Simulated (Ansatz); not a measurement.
# Residual resistivity of an alloy: Cu(111) with 4 layers of random Cu-Os, 2x2

Aim: the residual resistivity of a random alloy, from Cu(111) with 4 layers of random Cu-Os, 2x2 and longer regions.

Calculated with Ansatz 0.2.0; Ansatz plane-wave DFT, PBE, PAW files; ballistic transport by layer matching (Landauer), zero bias; PAW set soft_1.

### Step 1. Set-up

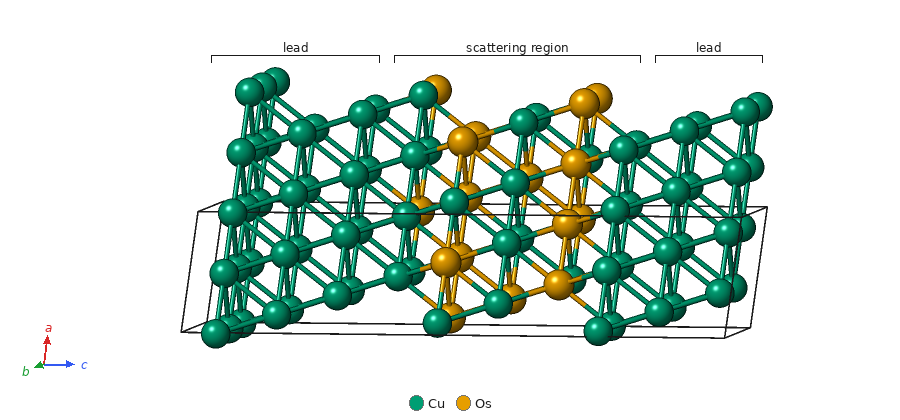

Start, viewed from the side, with the c axis across the page; copper teal, osmium orange. 2×1×1 cells are drawn. Some periodic images of atoms are drawn too.

The cell holds 40 atoms: 32 Cu and 8 Os. Cell: a = 5.112 Å, b = 5.112 Å, c = 20.923 Å, α = 93.5°, β = 86.5°, γ = 120.0°. It derives from Cu. Regions: lead, 24 atoms (24 Cu); scattering region, 16 atoms (8 Os and 8 Cu). The structure is stacked along c, and the current runs across the ab planes.

### Step 2. With 4 alloy layers

In 4 layers a share of 0.5 of the sites is given to Os at random. The layers about the cell's end stay perfect and serve as the lead. Disorder leaves little or no symmetry, which makes such runs dear. Energies from -0.05 to 0.05 eV in steps of 0.05 eV are too few for the program's thermal sum, so it prints no conductance; for a metal the transmission near the Fermi level serves, at a fraction of the cost.

input.yaml

```yaml
crystal:
  lattice:
    - [5.1123254594, 0.0, 0.0]
    - [-2.5561627297, 4.4274037203, 0.0]
    - [1.2780813649, -0.73790062, 20.8709812911]
  atoms:
    - { symbol: Cu, position: [0.9916666667, 0.0083333333, 0.05] }
    - { symbol: Cu, position: [0.9916666667, 0.5083333333, 0.05] }
    - { symbol: Cu, position: [0.4916666667, 0.0083333333, 0.05] }
    - { symbol: Cu, position: [0.4916666667, 0.5083333333, 0.05] }
    - { symbol: Cu, position: [0.1416666667, 0.3583333333, 0.15] }
    - { symbol: Cu, position: [0.1416666667, 0.8583333333, 0.15] }
    - { symbol: Cu, position: [0.6416666667, 0.3583333333, 0.15] }
    - { symbol: Cu, position: [0.6416666667, 0.8583333333, 0.15] }
    - { symbol: Cu, position: [0.2916666667, 0.2083333333, 0.25] }
    - { symbol: Cu, position: [0.2916666667, 0.7083333333, 0.25] }
    - { symbol: Cu, position: [0.7916666667, 0.2083333333, 0.25] }
    - { symbol: Cu, position: [0.7916666667, 0.7083333333, 0.25] }
    - { symbol: Os, position: [0.9416666667, 0.0583333333, 0.35] }
    - { symbol: Cu, position: [0.9416666667, 0.5583333333, 0.35] }
    - { symbol: Cu, position: [0.4416666667, 0.0583333333, 0.35] }
    - { symbol: Cu, position: [0.4416666667, 0.5583333333, 0.35] }
    - { symbol: Os, position: [0.0916666667, 0.4083333333, 0.45] }
    - { symbol: Cu, position: [0.0916666667, 0.9083333333, 0.45] }
    - { symbol: Os, position: [0.5916666667, 0.4083333333, 0.45] }
    - { symbol: Os, position: [0.5916666667, 0.9083333333, 0.45] }
    - { symbol: Os, position: [0.2416666667, 0.2583333333, 0.55] }
    - { symbol: Cu, position: [0.2416666667, 0.7583333333, 0.55] }
    - { symbol: Cu, position: [0.7416666667, 0.2583333333, 0.55] }
    - { symbol: Cu, position: [0.7416666667, 0.7583333333, 0.55] }
    - { symbol: Os, position: [0.8916666667, 0.1083333333, 0.65] }
    - { symbol: Os, position: [0.8916666667, 0.6083333333, 0.65] }
    - { symbol: Cu, position: [0.3916666667, 0.1083333333, 0.65] }
    - { symbol: Os, position: [0.3916666667, 0.6083333333, 0.65] }
    - { symbol: Cu, position: [0.0416666667, 0.4583333333, 0.75] }
    - { symbol: Cu, position: [0.0416666667, 0.9583333333, 0.75] }
    - { symbol: Cu, position: [0.5416666667, 0.4583333333, 0.75] }
    - { symbol: Cu, position: [0.5416666667, 0.9583333333, 0.75] }
    - { symbol: Cu, position: [0.1916666667, 0.3083333333, 0.85] }
    - { symbol: Cu, position: [0.1916666667, 0.8083333333, 0.85] }
    - { symbol: Cu, position: [0.6916666667, 0.3083333333, 0.85] }
    - { symbol: Cu, position: [0.6916666667, 0.8083333333, 0.85] }
    - { symbol: Cu, position: [0.8416666667, 0.1583333333, 0.95] }
    - { symbol: Cu, position: [0.8416666667, 0.6583333333, 0.95] }
    - { symbol: Cu, position: [0.3416666667, 0.1583333333, 0.95] }
    - { symbol: Cu, position: [0.3416666667, 0.6583333333, 0.95] }
kpoints:
  mp_grid: { grid: [5, 5, 1] }
hamiltonian:
  xc: pbe
  pseudopotentials: { kind: paw, azcp: { folder: soft_1 } }
scf:
  occupations: { method: fermi_dirac, width: 0.1 }
output:
  transmission:
    leads: [[0, 4]]
    kmesh: [10, 10]
    e_range: [-0.05, 0.05]
    de: 0.05
  write_potential: true
  write_density: true
  volumetric_format: npy
```

On the command line:

```console
ansatz run input.yaml --threads 4 --pin off --max-ram 15360MiB --backend cpu --events-out ev --progress --plain --runs-dir out
```

Numbers of over 12 decimals in the logs are rounded to 6 here.

The log of the run:

```text
Engine: ansatz 0.2.0, aarch64-unknown-linux-gnu
Pseudopotentials: kind: paw
Pseudopotential: Cu, paw, valence charge 19, recommended cutoff 420 eV (normal), soft_1/Cu.paw.azcp
Pseudopotential: Os, paw, valence charge 16, recommended cutoff 420 eV (normal), soft_1/Os.paw.azcp
Functional definition: PBE
  parameter kappa = 0.804
  parameter beta = 0.066725
  exchange = pbe_x(kappa = kappa, mu = beta*pi^2/3)
  correlation = pbe_c(beta = beta)
Crystal: 40 atoms, lattice volume = 472.401 Å³
Basis set: ecut = 420 eV, 9295 PW (Γ)
Bands: 442, of which v1, the nominal top of the filled ones, is band 368 counted from 1 (367 counted from 0)
Symmetry: 1 space group operations
Space group: P1 (ITA 1), of the structure as read, at distance tolerance 7.8e-5 Å
k-points: 13 of 25 (time reversal used)
Non-local potential: Cu, projectors of the file, l = 0: 3, l = 1: 2, l = 2: 3, l = 3: 1
Non-local potential: Os, projectors of the file, l = 0: 3, l = 1: 2, l = 2: 2, l = 3: 1
PAW form: soft (Blöchl's): semilocal exchange-correlation on the pseudo side does not see the compensation charge
PAW one-centre angular grid: Cu, 590 points (default); XC on 64 Gauss nodes
PAW one-centre angular grid: Os, 590 points (default); XC on 64 Gauss nodes
Initial density: superposition of atomic densities (chi_scale 0.1, normalization cell, long waves of neutral atoms (reshape's long-wave potential 7.98 eV rms, cloud 2.76 Å wide))
Initial wavefunctions: pseudopotential atomic-orbital guess
Functional: x = pbe(κ = 0.804, μ = 0.219515), c = pbe(β = 0.066725)
SCF iter   1: F=—  HF=-303112.094371 eV  |F-HF|=—  |Δ(HF+E_count)|=         —  Δρ=2.51e-1  dr2=2.24e2  ethr=3.10e-3  ⟨swp⟩=4.0  Hψ=16898  notcnv=0  defer=71
preconditioner: auto → Kerker (q_TF=auto, 2.938 Å⁻¹)  [metal: Δε(μ)=0.004 eV  Ē_g=8.643 eV  σ=0.100 eV  W_gap=0.01  n_scr=212 (ndim 8)  ℏωp=34.8 eV  f_vac=0.000  D(μ)=25.85/eV (n_scr^D=268)]
SCF iter   2: F=—  HF=-303089.799838 eV  |F-HF|=—  |Δ(HF+E_count)|=    2.23e1  Δρ=7.64e-2  dr2=3.11e1  ethr=3.10e-3  ⟨swp⟩=2.0  Hψ=11260  notcnv=0  defer=583
SCF iter   3: F=—  HF=-303085.348433 eV  |F-HF|=—  |Δ(HF+E_count)|=    4.45e0  Δρ=4.64e-2  dr2=1.65e1  ethr=3.10e-3  ⟨swp⟩=2.0  Hψ=6856  notcnv=0  defer=594
SCF iter   4: F=—  HF=-303084.048531 eV  |F-HF|=—  |Δ(HF+E_count)|=    1.30e0  Δρ=1.19e-2  dr2=1.99e0  ethr=2.25e-3  ⟨swp⟩=2.0  Hψ=5390  notcnv=0  defer=594
SCF iter   5: F=—  HF=-303084.225145 eV  |F-HF|=—  |Δ(HF+E_count)|=   1.77e-1  Δρ=6.10e-3  dr2=4.60e-1  ethr=2.71e-4  ⟨swp⟩=1.6  Hψ=6655  notcnv=0  defer=594
SCF iter   6: F=—  HF=-303084.206640 eV  |F-HF|=—  |Δ(HF+E_count)|=   1.85e-2  Δρ=1.58e-3  dr2=5.57e-2  ethr=6.25e-5  ⟨swp⟩=2.0  Hψ=6417  notcnv=0  defer=594
SCF iter   7: F=—  HF=-303084.211332 eV  |F-HF|=—  |Δ(HF+E_count)|=   4.69e-3  Δρ=6.27e-4  dr2=9.29e-3  ethr=7.57e-6  ⟨swp⟩=1.0  Hψ=5145  notcnv=0  defer=594
SCF iter   8: F=—  HF=-303084.211931 eV  |F-HF|=—  |Δ(HF+E_count)|=   5.99e-4  Δρ=7.52e-4  dr2=3.18e-3  ethr=1.26e-6  ⟨swp⟩=2.0  Hψ=9923  notcnv=0  defer=594
SCF iter   9: F=—  HF=-303084.211518 eV  |F-HF|=—  |Δ(HF+E_count)|=   4.13e-4  Δρ=1.52e-4  dr2=3.11e-4  ethr=4.32e-7  ⟨swp⟩=2.0  Hψ=9739  notcnv=0  defer=594
SCF iter  10: F=—  HF=-303084.211548 eV  |F-HF|=—  |Δ(HF+E_count)|=   2.99e-5  Δρ=1.78e-4  dr2=4.29e-4  ethr=4.22e-8  ⟨swp⟩=2.0  Hψ=9194  notcnv=0  defer=594
SCF iter  11: F=—  HF=-303084.211517 eV  |F-HF|=—  |Δ(HF+E_count)|=   3.13e-5  Δρ=3.68e-5  dr2=1.73e-5  ethr=4.22e-8  ⟨swp⟩=2.0  Hψ=6702  notcnv=0  defer=594
SCF iter  12: F=—  HF=-303084.211430 eV  |F-HF|=—  |Δ(HF+E_count)|=   8.69e-5  Δρ=3.36e-5  dr2=1.47e-5  ethr=2.35e-9  ⟨swp⟩=2.0  Hψ=9730  notcnv=0  defer=594
SCF iter  13: F=—  HF=-303084.211429 eV  |F-HF|=—  |Δ(HF+E_count)|=   5.92e-7  Δρ=1.92e-5  dr2=3.22e-6  ethr=1.99e-9  ⟨swp⟩=2.1  Hψ=9305  notcnv=0  defer=594
SCF iter  14: F=—  HF=-303084.211429 eV  |F-HF|=—  |Δ(HF+E_count)|=   1.29e-7  Δρ=4.49e-6  dr2=2.97e-7  ethr=4.38e-10  ⟨swp⟩=2.0  Hψ=6964  notcnv=0  defer=594
SCF iter  15: F=-303084.211429 eV  HF=-303084.211429 eV  |F-HF|=9.10e-8  |Δ(HF+E_count)|=   7.28e-8  Δρ=2.51e-6  dr2=7.37e-8  ethr=1.36e-11  ⟨swp⟩=7.2  Hψ=19258  notcnv=0
SCF 1 converged in 15 iterations: F = -303084.211429 eV  dr2 = 7.37e-8
  greatest PAW one-centre occupation: 1.000 electrons in one spin orbital (limit 2), on the Os atom at site 16 (counted from 0), in its partial waves of l = 0
transmission: 180 of 1716 steps passed
transmission: 351 of 1716 steps passed
[...]
transmission: 1716 of 1716 steps passed
SCF converged after 15 iterations
Free energy (F): -303084.211429 eV
Harris-Foulkes:  -303084.211429 eV  (|F-HF|=9.10e-8)
Internal energy: -303083.511397 eV  (E = F + TS)
E sigma→0 (E₀):  -303083.861413 eV
Entropy (-TS):   -0.700032 eV (-17.501 meV/atom)
Fermi energy:    19.438942 eV
--- Per-component energies (eV) ---
  E_band       = -11356.930276
  E_kinetic    = 12365.988002
  E_local      = -153734.059003  (includes V_loc(G=0)·N_el)
  E_nonlocal   = 30009.838193
  E_hartree    = 65253.200053
  E_xc         = -4102.068583
  E_vxc        = -4852.140331  (∫ρ·V_xc dr)
  E_paw        = -130421.695586  (= ΣΔE_a)
  E_vpaw       = -25652.937289  (= ΣTr[D̂ρ^β])
  E_aug_tail   = 0.036645  (compensation charges beyond the density's cutoff)
  E_ewald      = -122454.751117
  E_smearing   = -0.700032  (= −TS)
  E_closure    = -0.000000  (closes the sum)
  Σ components = -303084.211429   (vs F -303084.211429, Δ=0.00e0)
--- Band table (eV; the first three rows and the last of 13) ---
  k-point 0: bands = [... 364 lower, 19.7601, 19.8776, 19.9386, 20.0267, 20.0860, 20.1128, 20.1498, 20.1690, ... 70 higher]
  k-point 1: bands = [... 364 lower, 19.2940, 19.3318, 19.4150, 19.4844, 19.6065, 19.6650, 19.8105, 19.9050, ... 70 higher]
  k-point 2: bands = [... 364 lower, 19.1278, 19.2229, 19.2451, 19.3395, 19.4099, 19.4677, 19.6439, 19.6772, ... 70 higher]
  k-point 12: bands = [... 364 lower, 18.9685, 19.0977, 19.1867, 19.2855, 19.4669, 19.5875, 19.7734, 19.9031, ... 70 higher]
--- Transmission ---
  basis      : 199 plane waves across, 33 finite elements along
  points     : 52, standing for a mesh of 10 x 10
  energies   : 3 from -0.050000 to 0.050000 eV about the Fermi level, 0.050000 eV apart; the leads are filled to 0.000000 eV, and channels, transmission and decay are at 0.000000 eV
  crystal 0  : Cu4, at the sites [0, 4], period 2.0871 Å, over 12.52 Å; its Hamiltonian steps by up to 35.8 meV: too much for a lead, lay more layers or, if its atoms are ordered, name the step of that order
    offset         : up to 0.0000 Å between an atom of the period and one for which it stands
    channels       : 3.210000e0 a spin
    conductance    : none, the energies end too early or step too widely for 300 K: set another output.transmission.e_range or a lower de, or, where they end at an eighth of basis.ecutwfc, a higher one
  junction   : crystal 0 to crystal 0, 0.70 to 19.48 Å
    transmission   : 1.153421e0 a spin
    conductance    : none, the energies end too early or step too widely for 300 K: set another output.transmission.e_range or a lower de, or, where they end at an eighth of basis.ecutwfc, a higher one
```

Wall time 8.4 min (4 threads of Arm Neoverse V1, shared host); peak memory 4.8 GiB.

In the SCF lines HF is the Harris–Foulkes energy and dr2 the Hartree energy of the density residual, in eV; the loop may stop once dr2 is under the threshold and the program's other checks hold. Hψ counts applications of the Hamiltonian.

This step gave:

| Item | Value |
| --- | --- |
| free energy | -303084.2114 eV |
| energy at zero smearing | -303083.8614 eV |
| Fermi energy | 19.44 eV |
| cell area | 22.63 Å² |
| transmission per spin nearest the Fermi level | 1.153 |
| open channels per spin nearest the Fermi level | 3.21 |
| step of the lead's potential | 35.8 meV |

Per spin. Table of transmission, zone mean by energy, zero at the Fermi level:

| energy (eV) | transmission, zone mean |
| --- | --- |
| -0.0500 | 1.15 |
| 0.0000 | 1.15 |
| 0.0500 | 1.14 |

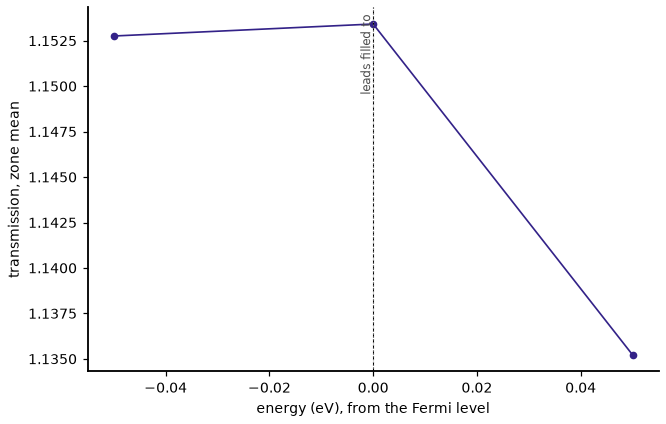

Transmission, zone mean against energy.

Per spin. The open channels, zone mean, lead stays at 3.21 for energy from -0.05 to 0.05 eV.

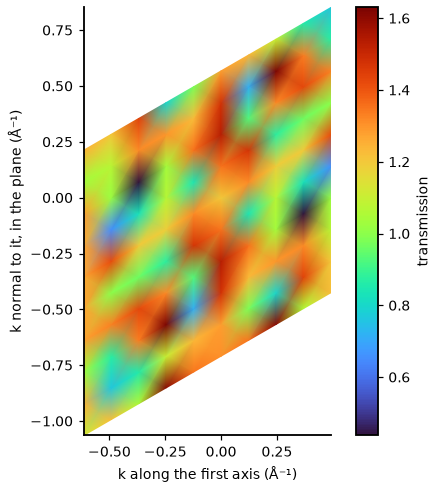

Transmission over k1 and k2. At 0.0000 eV from the Fermi level.

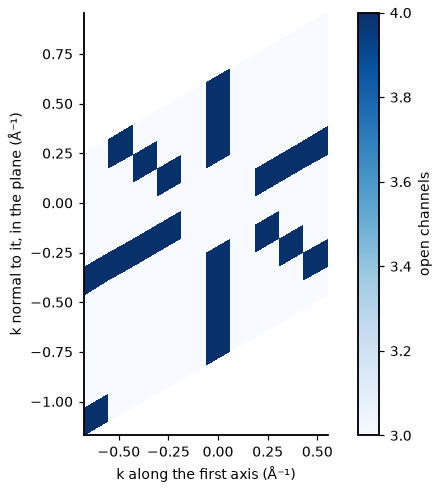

Open channels over k1 and k2. At 0.0000 eV from the Fermi level.

Over the solved energies the transmission per spin lies between 1.14 and 1.15, out of 3.21 channels of the lead on average (up to 3.21). The log calls the step of a lead's potential too much.

[end of part 1 of 2]

[Logs are printed without paths, hosts, clocks, repeated set-up lines and the standing remarks that a program may print on its own settings, such as how far it seeks lower states.]

[Hosts, paths, dates, database ids (printed as entryN), source tags and the programs' standing remarks are cut or masked in the printed files.]
